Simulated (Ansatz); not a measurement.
C32N: single-point calculation (part 2 of 2)

C32N (defect cell, 33 atoms in the cell); DFT, r2SCAN, dispersion d3bj, plane waves, PAW, spin-polarised (Ansatz 0.2.0); cutoff 500 eV, 2×2×2 k-mesh, Gaussian smearing of 0.02 eV, collinear spins. The structure derives from a Materials Project entry.

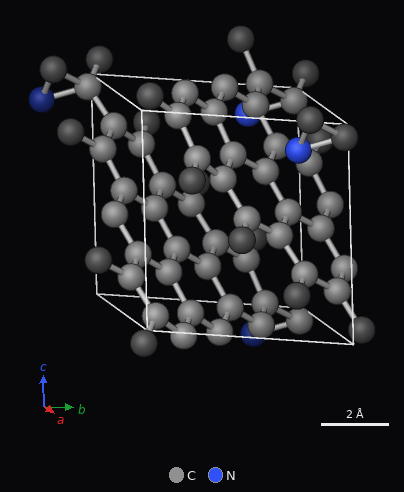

**Figure 1.** The structure as given in the input (ball-and-stick view of the cell of the calculation, seen slightly off an axis; neighbours outside the cell are drawn fainter). An atom can appear more than once, as a periodic image.

Output, continued:
```
--- Per-component energies (eV) ---
  E_band       = -339.141262
  E_kinetic    = 3036.504510
  E_local      = -5033.212701  (includes V_loc(G=0)·N_el)
  E_nonlocal   = 907.425844
  E_hartree    = 1519.450890
  E_xc         = -1569.688698
  E_vxc        = -2175.568571  (∫ρ·V_xc dr)
  E_paw        = -3355.937683  (= ΣΔE_a)
  E_vpaw       = -234.510900  (= ΣTr[D̂ρ^β])
  E_aug_tail   = 0.000181  (compensation charges beyond the density's cutoff)
  E_vtau       = 121.318395  (kinetic-family band-sum trace: ∫τ·v_τ [+ j·A + Jᵃ·Aᵃ] dr)
  E_ewald      = -3936.543680
  E_disp       = -2.513948  (pairwise vdW)
  E_core_change = -0.822324  (= ΣΔE_core)
  E_smearing   = -0.000000  (= −TS)
  E_closure    = -0.000000  (closes the sum)
  Σ components = -8435.337608   (vs F -8435.337608, Δ=0.00e0)
--- Forces (eV/Å), atoms counted from 1 ---
  atom   1  C      0.00004349    -0.03196320     0.00025831
  atom   2  C      0.02240417     0.02224085    -0.02958456
  atom   3  C      0.00780020    -0.04477491    -0.00927923
  atom   4  C      0.00298042    -0.04942299    -0.00491318
  atom   5  C      0.01068755    -0.00049943    -0.01240037
  atom   6  C     -0.01585093     0.00543807    -0.00813537
  atom   7  C      0.10049921     0.03382550    -0.00256074
  atom   8  C     -0.00609740    -0.01994608     0.01197823
  atom   9  C     -0.06465648    -0.05170178    -0.00536133
  atom  10  C      0.00904155     0.00732940    -0.00930997
  atom  11  C     -0.07248803     0.00448013     0.10136603
  atom  12  C     -0.02023774     0.09209782     0.01780759
  atom  13  C     -0.09420549    -0.01224603    -0.01653816
  atom  14  C     -0.00667909    -0.00555682     0.01155380
  atom  15  C     -0.05045688    -0.04315442    -0.02351020
  atom  16  C      0.04937640    -0.12860538     0.03952437
  atom  17  C     -0.00748935    -0.02774137     0.00280057
  atom  18  C     -0.00692123     0.05564253    -0.00281689
  atom  19  C     -0.01689996     0.01117546    -0.00929957
  atom  20  C      0.00194638    -0.01452850     0.01649092
  atom  21  C     -0.02031879     0.03376258     0.01535643
  atom  22  C      0.00346924    -0.07444112     0.03625011
  atom  23  C     -0.03803369     0.13130975     0.04513934
  atom  24  C      0.00548772    -0.01442018    -0.01415393
  atom  25  C      0.04832871     0.03670914     0.01990335
  atom  26  C     -0.01464772     0.02820486     0.02493837
  atom  27  C      0.12018943    -0.00749514     0.03734970
  atom  28  C      0.04094505     0.03033458    -0.02387120
  atom  29  C      0.08647690    -0.02399430     0.08732031
  atom  30  C     -0.01208093     0.03574461    -0.02705590
  atom  31  C      0.07574137     0.03732250    -0.00125689
  atom  32  C     -0.11125936    -0.05310431     0.01199391
  atom  33  N     -0.02148982     0.03784554    -0.27685537
  max |Σ_I F_I| component: 5.60e-3 eV/Å
--- Band table (eV; the first three rows and the last of 8) ---
  k-point 0 ↑: bands = ["-15.6720", "-13.3262", "-12.2016", "-12.1921", "-11.9829", "-11.9556", "-11.9198", "-10.6245", "-9.1821", "-9.1678", "-9.1327", "-9.0363", "-9.0209", "-8.4634", "-8.1768", "-8.1721", "-7.2290", "-6.9237", "-6.8770", "-5.9933", "-4.3204", "-4.1727", "-4.1495", "-4.1409", "-4.1029", "-3.6897", "-2.5879", "-2.3565", "-2.3266", "-2.3086", "-2.2914", "-2.2075", "-1.2177", "-1.1094", "-0.8806", "-0.8171", "-0.8093", "-0.7717", "-0.6752", "-0.0188", "-0.0120", "0.2395", "0.3095", "0.3809", "1.0327", "1.3172", "1.4986", "1.5205", "1.6910", "1.7384", "1.7810", "1.8322", "1.9615", "2.0309", "2.2403", "3.6002", "3.6299", "3.7964", "4.2052", "4.2488", "4.3000", "4.3104", "4.4275", "4.4919", "4.9541", "5.3019", "6.0677", "8.4024", "9.3387", "9.3725", "9.6730", "10.1280", "10.1503", "10.1735", "10.2903", "11.4321", "13.5941", "13.8780", "13.8856", "14.4845", "14.5798", "14.7191", "14.7561", "14.7931", "14.8590", "14.9153", "15.0137", "15.0591", "15.2235", "15.3364", "15.3575", "15.6425", "15.7181", "15.8420", "15.8893", "15.9304", "16.3719", "17.3358", "18.0562", "18.1712"]
  k-point 1 ↑: bands = ["-15.6695", "-13.2037", "-12.8453", "-12.4545", "-11.8932", "-11.0465", "-10.9333", "-10.8127", "-10.4201", "-10.1575", "-9.5314", "-8.8910", "-8.7065", "-8.6598", "-7.9176", "-7.1484", "-6.4932", "-6.1799", "-6.0830", "-5.7423", "-5.6190", "-5.5914", "-5.0171", "-4.3265", "-4.1014", "-3.2085", "-3.0772", "-2.6612", "-2.5411", "-2.4471", "-2.4269", "-1.2359", "-1.0103", "-0.7921", "-0.6894", "-0.6417", "-0.1870", "-0.1162", "-0.0421", "0.0695", "0.0849", "0.3003", "0.4759", "0.5639", "0.6414", "0.7370", "0.8554", "1.0936", "1.5218", "1.6457", "1.8676", "2.1784", "2.3037", "2.5430", "2.6924", "2.9417", "3.0640", "3.1791", "3.2605", "3.3538", "4.2503", "4.4713", "4.6688", "4.9086", "5.5473", "5.9017", "6.3196", "8.1365", "8.6949", "8.9532", "9.5584", "9.6165", "10.2370", "10.9547", "11.6864", "12.1687", "12.5423", "12.8481", "13.0085", "13.4688", "14.7696", "14.9543", "15.0010", "15.3260", "15.6054", "15.6466", "15.7496", "15.9200", "16.0596", "16.1246", "16.3466", "16.4152", "16.4885", "16.6397", "16.7070", "16.8356", "16.8859", "16.9726", "17.0675", "17.1101"]
  k-point 2 ↑: bands = ["-15.6693", "-13.2318", "-12.8004", "-12.4607", "-11.8867", "-11.0599", "-10.9437", "-10.8139", "-10.3795", "-10.2416", "-9.5049", "-8.8827", "-8.7315", "-8.6808", "-7.4868", "-7.1593", "-7.1570", "-6.0802", "-5.7910", "-5.7496", "-5.6616", "-5.6436", "-5.0241", "-4.3754", "-3.9563", "-3.3084", "-3.0879", "-2.5955", "-2.5833", "-2.4599", "-2.4268", "-1.2015", "-0.8715", "-0.8472", "-0.7378", "-0.6678", "-0.1679", "-0.0818", "-0.0015", "0.0527", "0.2100", "0.3217", "0.3755", "0.4878", "0.6978", "0.7628", "0.7899", "1.1491", "1.4369", "1.4552", "1.6745", "2.2049", "2.3972", "2.5096", "2.8183", "2.9187", "3.1166", "3.2171", "3.3923", "3.6200", "4.0415", "4.3506", "4.7683", "4.8083", "5.1904", "5.9735", "6.9025", "7.6804", "8.3617", "9.5520", "9.6149", "9.8093", "10.2715", "10.5633", "11.5175", "12.2770", "12.4259", "12.8588", "13.1332", "13.4839", "14.6897", "15.0095", "15.1787", "15.3160", "15.6134", "15.6622", "15.6815", "15.9098", "16.0089", "16.0548", "16.3550", "16.4599", "16.6182", "16.6670", "16.7716", "16.8004", "16.8647", "16.9545", "17.0726", "17.1275"]
  k-point 3 ↓: bands = ["-15.1091", "-13.1907", "-12.8038", "-12.4349", "-11.8191", "-11.0273", "-10.9188", "-10.7955", "-10.3911", "-10.1412", "-9.4253", "-8.8695", "-8.6997", "-8.6473", "-7.8118", "-7.1237", "-6.3776", "-6.1451", "-6.0671", "-5.7020", "-5.6039", "-5.5810", "-4.8311", "-4.2806", "-3.9929", "-3.1620", "-3.0201", "-2.6352", "-2.5204", "-2.4230", "-2.3447", "-1.1582", "-0.8967", "-0.7625", "-0.6667", "-0.6126", "-0.1111", "-0.0327", "0.0378", "0.0917", "0.1111", "0.3371", "0.4892", "0.5820", "0.6616", "0.7469", "0.9110", "1.1699", "1.5965", "1.6819", "1.9378", "2.2301", "2.3635", "2.6145", "2.7597", "3.0141", "3.1034", "3.2015", "3.3222", "3.4514", "4.3680", "4.6183", "4.9089", "5.5548", "5.8119", "6.3582", "7.4847", "8.1942", "8.8451", "9.0101", "9.5793", "9.6681", "10.4335", "11.0174", "11.7528", "12.2135", "12.5853", "12.8748", "13.0652", "13.5213", "14.7918", "14.9940", "15.0563", "15.3500", "15.6022", "15.6670", "15.7784", "15.9466", "16.0759", "16.1738", "16.3791", "16.4527", "16.5294", "16.6649", "16.7256", "16.8756", "16.9207", "17.0003", "17.0870", "17.1372"]
```

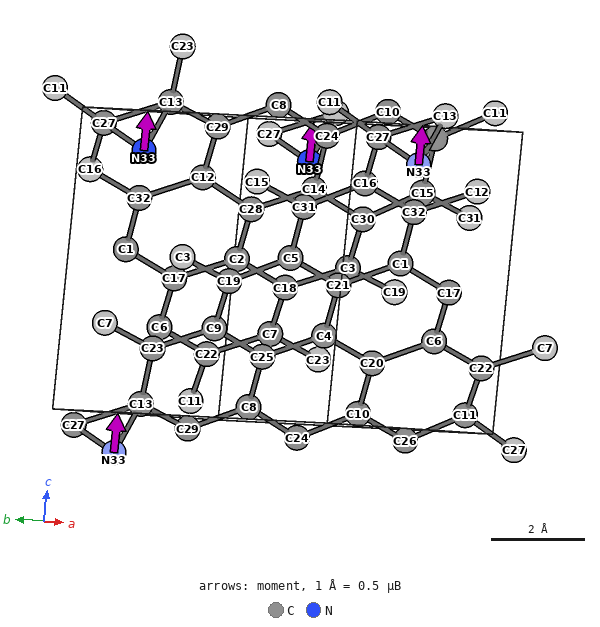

**Figure 2.** Magnetic moments of the sites as pink arrows (ball-and-stick view of the cell of the calculation, seen at an oblique angle; neighbours outside the cell are drawn fainter; atoms are numbered from 1 in the order of the input); small moments hardly show. The run is collinear, so the axis drawn is arbitrary. Site moments: N33 (0.44 μB). They are counted near the atoms and needn't add up to the moment of the cell.

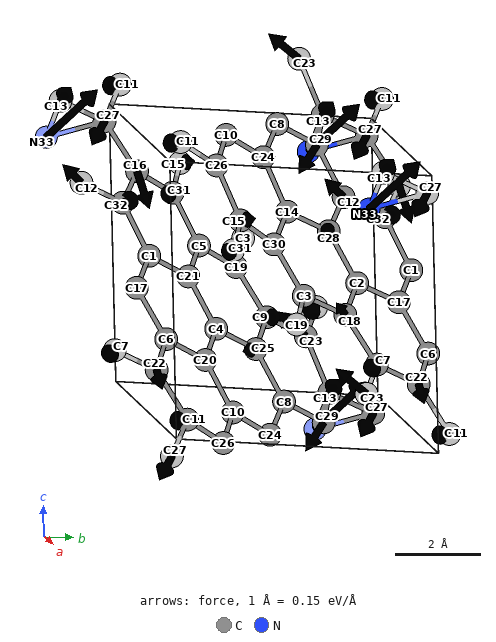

**Figure 3.** Forces on the atoms as black arrows (ball-and-stick view of the cell of the calculation, seen slightly off an axis; neighbours outside the cell are drawn fainter; atoms are numbered from 1 in the order of the input); the smallest are left out. The largest act on N33 (0.28 eV/Å); C16, C23 (0.14 eV/Å); C11, C27, C29 (0.13 eV/Å); C32 (0.12 eV/Å), among others. The geometry is not a stationary point of this energy.

Key numbers:

| quantity | value |
| --- | --- |
| outcome | converged |
| electrons treated | 133 |
| free energy | −8435.3376 eV |
| Fermi energy | 7.219 eV |
| gap on the k-point mesh | 0.49 eV |
| net moment of the cell | 1.00 μB |
| integrated absolute moment | 1.35 μB |
| largest force (length of the vector) | 0.280 eV/Å |
| hardware | 4 threads of Intel Xeon @ 2.50GHz (Skylake/Cascade Lake), 32 GiB of memory available, shared host |
| wall time | 31 s (CPU time 1.9 min) |
| peak memory | 1.2 GiB |

Settings chosen away from the usual ones: hamiltonian.xc set to r2scan (from pbe); basis.ecutwfc removed. Notes on the run: the state was not tested for a lower one; the dispersion correction has no parameters fitted for this combination and takes those fitted for r2SCAN with other terms.
